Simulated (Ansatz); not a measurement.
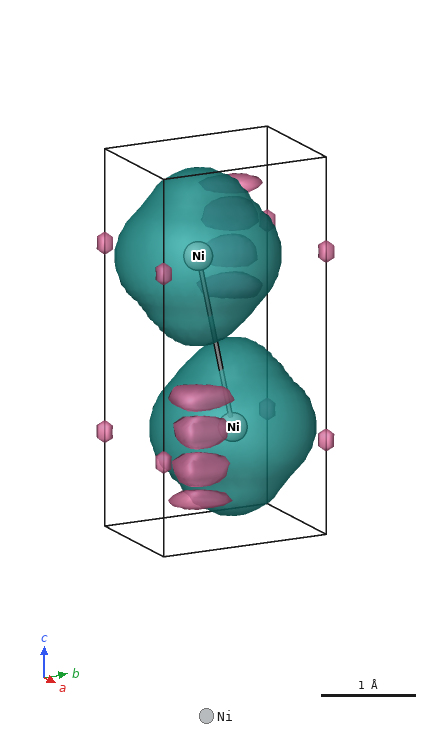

Figure 1: Ni. Isosurfaces of the spin density at +0.02 (teal) and −0.02 e/Å³ (pink), seen slightly off an axis. Sticks mark near contacts.

Space group P6₃/mmc; spin-polarised.

Level of theory: DFT r2SCAN, scalar-relativistic, plane waves, PAW in Ansatz 0.2.0.

In a PAW calculation such maps are meaningful between the atoms, not at the nuclei.

> Where is the spin, and how is it ordered?

The spin density sits on Ni: +0.8 μB (×2) in one cell of 2 atoms: parallel main moments (a ferromagnetic arrangement) in this solution. The cell of the calculation (2 atoms) carries 1.5 μB of net spin moment.
